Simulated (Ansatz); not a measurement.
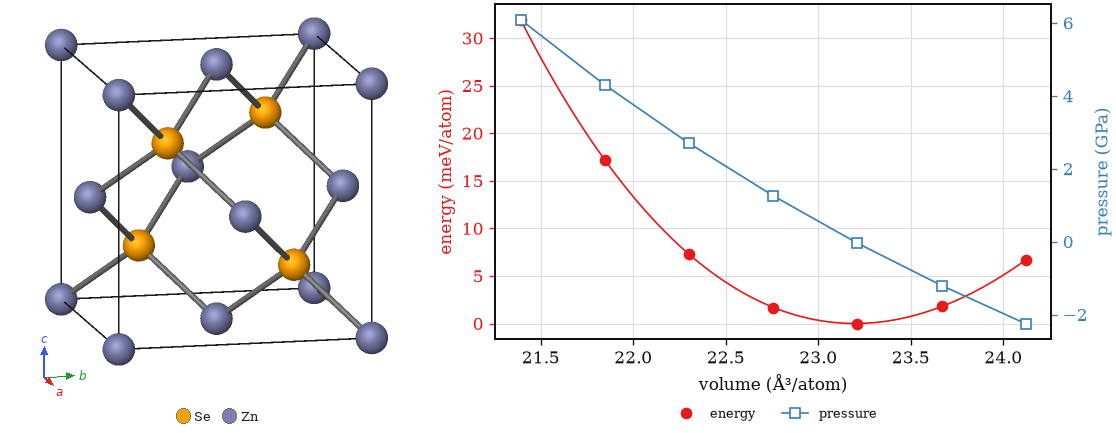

The plot gives the computed energy and pressure against volume for ZnSe, space group F-43m (No. 216). The conventional cell is drawn beside the plot.

Cell as given: a = 4.008 Å, b = 4.008 Å, c = 4.008 Å, α = 60.00°, β = 60.00°, γ = 60.00°; 2 atoms.

Calculation (Ansatz 0.2.0): plane-wave DFT, no spin polarisation; energies at scaled volumes of the given cell, shape and fractions fixed, counted from the fit's minimum, third-order Birch-Murnaghan fit. Level: PBE0.

k mesh 4×4×4; occupations Fermi–Dirac; smearing width 0.05 eV; potentials Ansatz PAW; wave cutoff 420 eV; density cutoff 1680 eV.

Q: What equilibrium volume and bulk modulus follow from the curve?

A: A third-order Birch–Murnaghan fit gives V0 = 23.20 Å³/atom, B0 = 62.6 GPa and B′ = 4.5.

Q: Read off the course of the pressure.

A: It falls from 6.09 GPa at volume 21.39 Å³/atom to −2.25 GPa at 24.12 Å³/atom, and changes sign near 23.20 Å³/atom.

Keep in mind: coarse k mesh.

The computed values:

| volume (Å³/atom) | energy (meV/atom) | pressure (GPa) |
| --- | --- | --- |
| 21.39 | 31.94 | 6.09 |
| 21.85 | 17.18 | 4.30 |
| 22.30 | 7.31 | 2.70 |
| 22.76 | 1.67 | 1.26 |
| 23.21 | −0.03 | −0.04 |
| 23.67 | 1.84 | −1.20 |
| 24.12 | 6.68 | −2.25 |
